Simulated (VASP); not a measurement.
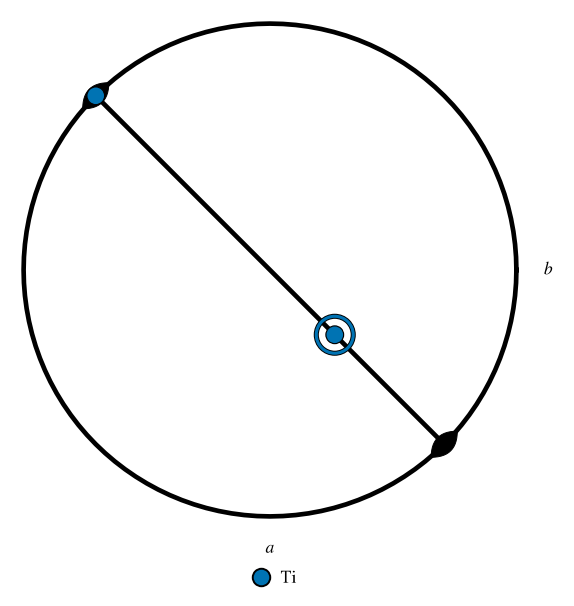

Crystal: TiO₂, the geometry relaxed with VASP Kohn-Sham DFT of a periodic cell, PBE, VASP PAW PBE potentials, soft in VASP 6.6.1. Directions from one oxygen atom at (0.305, 0.305, 1/2) to its bonded neighbours, in stereographic projection down c (filled: above the plane of the page or in it, open: below). Geometry calculated from the standardised cell; symmetry tolerance 0.002 Å.

Neighbours are counted up to 2.51 Å for Ti. The symmetry elements of the site are drawn in: heavy lines are mirror planes (a heavy rim: a mirror in the plane of the page); lens, triangle, square and hexagon are 2-, 3-, 4- and 6-fold axes, a lens in an open square is −4, a triangle in an open hexagon −6; thin dashed diameters join the ends of axes that lie in the page; a small open circle marks inversion.

```
Ti O
1.0
     4.64217    0.00000    0.00000
     0.00000    4.64217    0.00000
     0.00000    0.00000    2.96997
Ti O
2 4
Direct
  0.00000 0.00000 0.50000
  0.50000 0.50000 0.00000
  0.30488 0.30488 0.50000
  0.19512 0.80488 0.00000
  0.80488 0.19512 0.00000
  0.69512 0.69512 0.50000
```

Q: How many neighbours are there, and at what angles?

A: 3: 2 Ti at 1.96 Å, 1 Ti at 2.00 Å. Angles between bonds: 98° (1×), 131° (2×).

Q: What is the site's symmetry in the crystal?

A: Point group mm2 (C2v), order 4: one twofold axis, two mirror planes. In P4_2/mnm, No. 136 this is Wyckoff position 4g.
